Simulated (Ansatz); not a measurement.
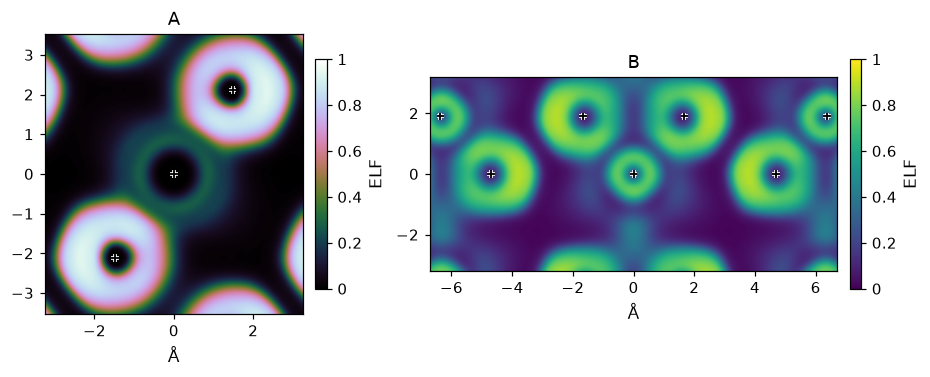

The electron localisation function of 2 systems, each on a plane through atoms (crosses mark nuclei in the plane).

Computed with DFT PBE+D3(BJ), scalar-relativistic, plane waves, PAW in Ansatz.

System 1: MoSe2, the (110) plane of the conventional cell. Space group P6₃/mmc; a generated structure, not necessarily the stable one; computed without spin polarisation.

```cif
data_structure
_symmetry_space_group_name_H-M 'P 1'
_symmetry_Int_Tables_number 1
_cell_length_a 3.2772
_cell_length_b 3.2772
_cell_length_c 12.7317
_cell_angle_alpha 90.000
_cell_angle_beta 90.000
_cell_angle_gamma 120.000
_cell_volume 118.42
loop_
_atom_site_label
_atom_site_type_symbol
_atom_site_fract_x
_atom_site_fract_y
_atom_site_fract_z
_atom_site_occupancy
Mo1 Mo 0.33333 0.66667 0.25000 1
Mo2 Mo 0.66667 0.33333 0.75000 1
Se1 Se 0.33333 0.66667 0.61852 1
Se2 Se 0.66667 0.33333 0.11852 1
Se3 Se 0.33333 0.66667 0.88148 1
Se4 Se 0.66667 0.33333 0.38148 1
```

System 2: SnS2, the (110) plane of the conventional cell. Space group P-3m1.

> Which map belongs to which system?

Panel A is system 2, SnS2: the plane holds Sn and S. Sn–S (2.58 Å): the ELF peaks at about 0.85 in the valence shell of S, 0.8 Å from its nucleus, and is about 0.55 at the midpoint. Panel B is system 1, MoSe2: the plane holds Mo and Se. Mo–Se (2.53 Å): the ELF is about 0.50 at the midpoint.
